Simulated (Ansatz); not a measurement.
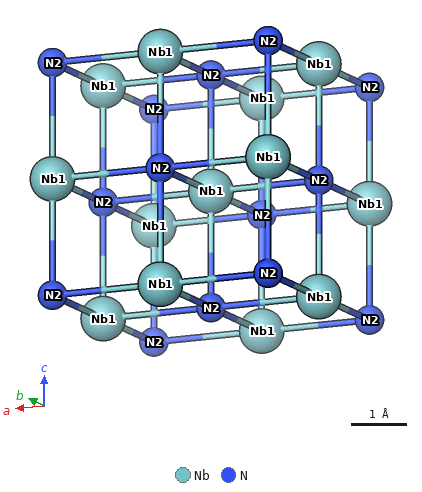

Fig. 1: The structure as given in the input (ball-and-stick view of the cell 4 times as large as that of the calculation, set on its symmetry axes, seen at an oblique angle; atoms are numbered from 1 in the order of the input). Near neighbours in the crystal (not all of them lie inside the picture): Nb has 6 N at 2.19 Å; N has 6 Nb at 2.19 Å.

**NbN: phonon calculation**

NbN (2 atoms in the cell), computed with DFT PBE, scalar-relativistic, plane waves, PAW, no spin polarisation (Ansatz 0.2.0).

The structure derives from an entry of the Crystallography Open Database. It belongs to a series of runs on one base structure; here: zone-centre phonons at 9 GPa. Figures and captions count atoms from 1; the log counts them from 0 in places.

### The input
```yaml
crystal:
  lattice:
    - [0.0, 2.1912299254, 2.1912299254]
    - [2.1912299254, 0.0, 2.1912299254]
    - [2.1912299254, 2.1912299254, 0.0]
  atoms:
    - { symbol: Nb, position: [0.5, 0.5, 0.5] }
    - { symbol: "N", position: [0.0, 0.0, 0.0] }
basis:
  ecutwfc: 420
kpoints:
  mp_grid: { grid: [16, 16, 16] }
hamiltonian:
  xc: pbe
scf:
  occupations: { method: fermi_dirac, width: 0.15 }
output:
  eigenvalues: true
phonons:
  method: dfpt
  eigenvectors: true
```

Machine: 1 thread of AMD EPYC (Zen 3), 189 GiB of memory available, shared host.

Launched with:
```bash
ansatz run input.yaml --threads 1 --pin off --max-ram 3072MiB --backend cpu --events-out ev --progress --plain --runs-dir out
```

### Output
```
Engine: ansatz 0.2.0, x86_64-unknown-linux-gnu
Pseudopotentials: kind: paw
Pseudopotential: Nb, paw, valence charge 13, recommended cutoff 420 eV (normal), Nb.paw.azcp
Pseudopotential: N, paw, valence charge 5, recommended cutoff 420 eV (normal), N.paw.azcp
Functional definition: PBE
  parameter kappa = 0.804
  parameter beta = 0.06672455060314922
  exchange = pbe_x(kappa = kappa, mu = beta*pi^2/3)
  correlation = pbe_c(beta = beta)
Crystal: 2 atoms, lattice volume = 21.042 Å³
Basis set: ecut = 420 eV, 411 PW (Γ), exchange–correlation on 48×48×48 points (8 copies of the dense FFT grid, shifted against one another)
Bands: 13, of which v1, the nominal top of the filled ones, is band 9 counted from 1 (8 counted from 0)
Symmetry: 48 space group operations
k-points: 349 of 4096 (irreducible under 8 space group operations, time reversal used)
Non-local potential: Nb, projectors of the file, l = 0: 3, l = 1: 2, l = 2: 2, l = 3: 1
Non-local potential: N, projectors of the file, l = 0: 2, l = 1: 2, l = 2: 1
PAW form: soft (Blöchl's): semilocal exchange-correlation on the pseudo side does not see the compensation charge
PAW one-centre angular grid: Nb, 590 points (default); XC on 64 Gauss nodes
PAW one-centre angular grid: N, 110 points (default); XC on 64 Gauss nodes
Initial density: superposition of atomic densities (neutral atoms: chi_scale 0, normalization atom), corrected by the library's trained network
Initial wavefunctions: pseudopotential atomic-orbital guess
Functional: x = pbe(κ = 0.804, μ = 0.2195149727645171), c = pbe(β = 0.06672455060314922)
SCF iter   1: F=—  HF=-4938.230131 eV  |F-HF|=—  |Δ(HF+E_count)|=         —  Δρ=1.85e-3  dr2=2.54e-4  ethr=1.77e-3  ⟨swp⟩=5.0  Hψ=51993  notcnv=0  defer=24
automatic band count: the SCF goes on with 17 bands, as 13 were too few: the levels above may hold too much charge
preconditioner: auto → none  [metal: Δε(μ)=0.021 eV  Ē_g=15.120 eV  σ=0.150 eV  W_gap=0.03  n_scr=8 (ndim 8)  ℏωp=25.6 eV  f_vac=0.000  D(μ)=0.96/eV (n_scr^D=14)  sad-step TF]
SCF iter   2: F=—  HF=-4938.230279 eV  |F-HF|=—  |Δ(HF+E_count)|=   1.48e-4  Δρ=1.05e-3  dr2=8.69e-5  ethr=1.41e-6  ⟨swp⟩=2.3  Hψ=11387  notcnv=0  defer=24
SCF iter   3: F=—  HF=-4938.230385 eV  |F-HF|=—  |Δ(HF+E_count)|=   1.06e-4  Δρ=1.76e-4  dr2=4.92e-6  ethr=4.83e-7  ⟨swp⟩=2.2  Hψ=7165  notcnv=0  defer=24
SCF iter   4: F=—  HF=-4938.230385 eV  |F-HF|=—  |Δ(HF+E_count)|=   1.07e-7  Δρ=5.50e-5  dr2=3.39e-7  ethr=2.73e-8  ⟨swp⟩=1.3  Hψ=6054  notcnv=0  defer=24
SCF iter   5: F=—  HF=-4938.230385 eV  |F-HF|=—  |Δ(HF+E_count)|=   5.69e-7  Δρ=6.16e-6  dr2=3.90e-9  ethr=1.88e-9  ⟨swp⟩=2.3  Hψ=8170  notcnv=0  defer=24
SCF iter   6: F=—  HF=-4938.230385 eV  |F-HF|=—  |Δ(HF+E_count)|=  7.84e-10  Δρ=2.21e-6  dr2=5.70e-10  ethr=2.17e-11  ⟨swp⟩=2.0  Hψ=7321  notcnv=0  defer=24
SCF iter   7: F=—  HF=-4938.230385 eV  |F-HF|=—  |Δ(HF+E_count)|=  1.44e-10  Δρ=5.95e-7  dr2=3.59e-11  ethr=3.17e-12  ⟨swp⟩=2.0  Hψ=8620  notcnv=0  defer=24
SCF iter   8: F=-4938.230385 eV  HF=-4938.230385 eV  |F-HF|=1.82e-12  |Δ(HF+E_count)|=  6.37e-12  Δρ=1.67e-8  dr2=3.35e-14  ethr=1.00e-12  ⟨swp⟩=7.1  Hψ=22563  notcnv=0
SCF 1 converged in 8 iterations: F = -4938.230385 eV  dr2 = 3.35e-14
  greatest PAW one-centre occupation: 0.998 electrons in one spin orbital (limit 2), on the Nb atom at site 0 (counted from 0), in its partial waves of l = 0
DFPT response loops at Γ: preconditioner auto → Kerker (q_TF=auto, 2.658 Å⁻¹) (partly filled bands, converged f_vac=0.000); β = 1.00, the filter's whole step (`scf.mixing.beta` (0.50) is not read by the response loops under this deck's `scf.mixing.preconditioner`; to damp them name `kerker` or `kerker_dos`, under which they read `scf.mixing.beta`, and type it under 1.00, their step now; both keys bind the ground state too); Broyden in place of MSR1
SCF converged after 8 iterations
Free energy (F): -4938.230385 eV
Harris-Foulkes:  -4938.230385 eV  (|F-HF|=1.82e-12)
Internal energy: -4938.159708 eV  (E = F + TS)
E sigma→0 (E₀):  -4938.195047 eV
Entropy (-TS):   -0.070677 eV (-35.339 meV/atom)
Fermi energy:    20.764930 eV
--- Per-component energies (eV) ---
  E_band       = -7.019568
  E_kinetic    = 529.737211
  E_local      = -717.319177  (includes V_loc(G=0)·N_el)
  E_nonlocal   = 163.880492
  E_hartree    = 217.320388
  E_xc         = -237.593431
  E_vxc        = -292.101800  (∫ρ·V_xc dr)
  E_paw        = -3200.172613  (= ΣΔE_a)
  E_vpaw       = -125.857171  (= ΣTr[D̂ρ^β])
  E_aug_tail   = 0.000100  (compensation charges beyond the density's cutoff)
  E_ewald      = -1694.012678
  E_smearing   = -0.070677  (= −TS)
  E_closure    = 0.000000  (closes the sum)
  Σ components = -4938.230385   (vs F -4938.230385, Δ=0.00e0)
--- Band table (eV; the first three rows and the last of 349) ---
  k-point 0: bands = ["-35.5963", "-11.2549", "-11.2549", "-11.2549", "3.1063", "17.4086", "17.4086", "17.4086", "18.7483", "18.7483", "18.7483", "20.6408", "20.6408", "24.0651", "30.1368", "43.5743", "43.5743"]
  k-point 1: bands = ["-35.5910", "-11.3002", "-11.2586", "-11.2586", "3.1935", "16.9304", "17.0398", "17.0398", "18.8991", "18.8991", "19.0098", "21.0501", "21.0501", "24.3003", "30.3981", "42.6561", "43.0857"]
  k-point 2: bands = ["-35.5759", "-11.4271", "-11.2689", "-11.2689", "3.4436", "15.9907", "16.3155", "16.3155", "19.2304", "19.2304", "19.4046", "22.0054", "22.0054", "24.9143", "31.1134", "41.0066", "41.7817"]
  k-point 348: bands = ["-35.4087", "-11.8828", "-11.8828", "-11.6470", "4.4503", "14.0403", "14.7277", "14.7277", "20.6668", "20.6668", "23.6230", "24.2858", "25.4110", "32.6463", "32.6987", "32.6987", "36.9292"]
--- Phonons (Γ-DFPT): 2 representative perturbations + reference, on 349 of 4096 k-points (Σ response iterations 6) ---
  k mesh reduced under 8 symmetry operations, with k and −k counted as one. Each operation leaves every solved perturbation unchanged. A smaller set is not used because it would not reduce the number of displacements times k-points to solve
  ASR residual: 1.928e-3 → 0.000e0 eV/Å²; symmetrization residual: 2.118e-6 eV/Å²
  ASR residual per site (eV/Å²): 1.93e-3 2.28e-4
  Γ frequencies (cm⁻¹): 0.00 0.00 0.00 410.87 410.87 410.87
  non-analytic LO–TO correction: not included (Born effective charges unavailable; polar crystals: no LO–TO splitting at Γ)
```

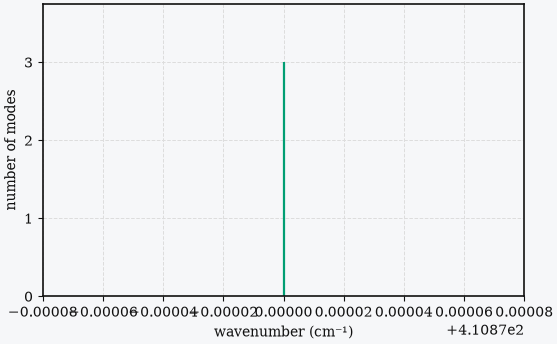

Fig. 2: Optical phonons at the zone centre (no LO–TO term); neighbouring modes closer than 3 cm⁻¹ are counted in one stick. 3 modes from 411 to 411 cm⁻¹, none imaginary.

### Summary

| quantity | value |
| --- | --- |
| outcome | converged |
| space group (tolerance 0.01 Å) | Fm-3m (225) |
| electrons treated | 18 |
| free energy | −4938.2304 eV |
| Fermi energy | 20.765 eV |
| gap on the k-point mesh | none (metallic) |
| wall time | 61 s |
| peak memory | 0.62 GiB |

Results for this metal are sensitive to the k-point mesh.
